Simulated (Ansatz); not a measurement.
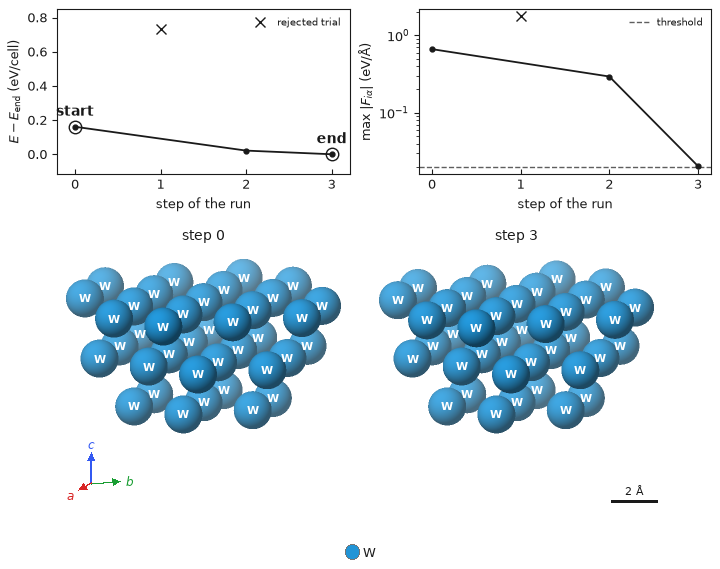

First and last geometry of a constrained relaxation of a slab of composition W (cut from the Im-3m phase), with the history of the run. The picture is a spheres-only view of the atoms within 5.8 Å of the atom that moves most (axes of the 1 × 3 repeat of the cell, outlined in the plane, without the vacuum), seen slightly off an axis.

Case: flat (1 1 0) slab. 12 atoms are held fixed.

Theory: DFT PBE, scalar-relativistic, plane waves, PAW (Ansatz). Set-up: plane-wave cutoff 420 eV; k-point mesh 3 × 14 × 1; occupations gaussian; smearing width 0.1 eV; no spin polarisation; dipole correction; atoms relaxed in a fixed cell; force threshold 0.02 eV/Å; at most 45 steps.

### Read the history and describe the run.

The run was cut off at its time limit before the program reported convergence, but its last step already meets the force threshold: the largest component is 0.02 eV/Å against 0.02 eV/Å. The largest moves, 0.079 Å, are those of W atoms. The cell doesn't change. Some distances before and after: W–W 2.757 → 2.692 Å, W–W 3.184 → 3.127 Å. After 2 accepted moves (3 points after the start) the energy has fallen by 0.161 eV per cell of the calculation. The largest force component goes from 0.67 to 0.02 eV/Å. The line search rejected the trial step at point 1 of the run.

```json
{"step": "0", "E − E(0), meV/atom": "0.00", "largest force component, eV/Å": "0.6653", "note": ""}
{"step": "1", "E − E(0), meV/atom": "23.88", "largest force component, eV/Å": "1.7706", "note": "rejected"}
{"step": "2", "E − E(0), meV/atom": "-5.81", "largest force component, eV/Å": "0.2945", "note": ""}
{"step": "3", "E − E(0), meV/atom": "-6.70", "largest force component, eV/Å": "0.0205", "note": ""}
```
